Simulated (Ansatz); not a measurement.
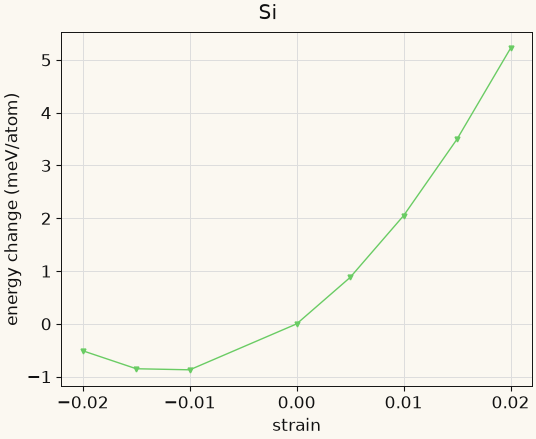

Plotted: energy change against strain for Si, space group I4/mmm (No. 139).

The given structure:
```xyz
1
Lattice="-1.6269 1.6269 1.3203 1.6269 -1.6269 1.3203 1.6269 1.6269 -1.3203" Properties=species:S:1:pos:R:3 pbc="T T T"
Si    0.0000    0.0000    0.0000
```

Computed with Ansatz 0.2.0: homogeneous strain of a crystal along one Voigt pattern with engineering shear, fractional coordinates fixed, by plane-wave density functional theory with PAW datasets, free energies less that of the undisturbed cell, pressure positive in compression; scalar-relativistic. Level: PBE with D3(BJ), no spin polarisation.

```json
{"setting": "wave cutoff", "value": "420 eV"}
{"setting": "k mesh", "value": "22×22×22"}
{"setting": "occupations", "value": "Gaussian"}
{"setting": "smearing width", "value": "0.15 eV"}
{"setting": "k shift", "value": "(0, 0, 0) (mesh steps)"}
{"setting": "start", "value": "as given"}
{"setting": "strain pattern", "value": "(0, 1, 0, 0, 0, 0) (xx yy zz yz xz xy with engineering shear)"}
```

From this curve and the settings, what does the calculation give for the tensile stress summed over the strain pattern and pressure at the same points?

The tensile stress summed over the strain pattern rises from −1.211 GPa at strain −0.020 to 4.237 GPa at 0.020, and changes sign near −0.012. The pressure falls from 0.192 GPa at strain −0.020 to −3.407 GPa at 0.020, and changes sign near −0.018.

```csv
strain,tensile stress summed over the strain pattern (GPa),pressure (GPa)
-0.020,-1.211,0.192
-0.015,-0.393,-0.341
-0.010,0.317,-0.853
0.000,1.677,-1.800
0.005,2.355,-2.234
0.010,3.008,-2.642
0.015,3.629,-3.030
0.020,4.237,-3.407
```

Limits of the calculation: reference crystal is not relaxed.
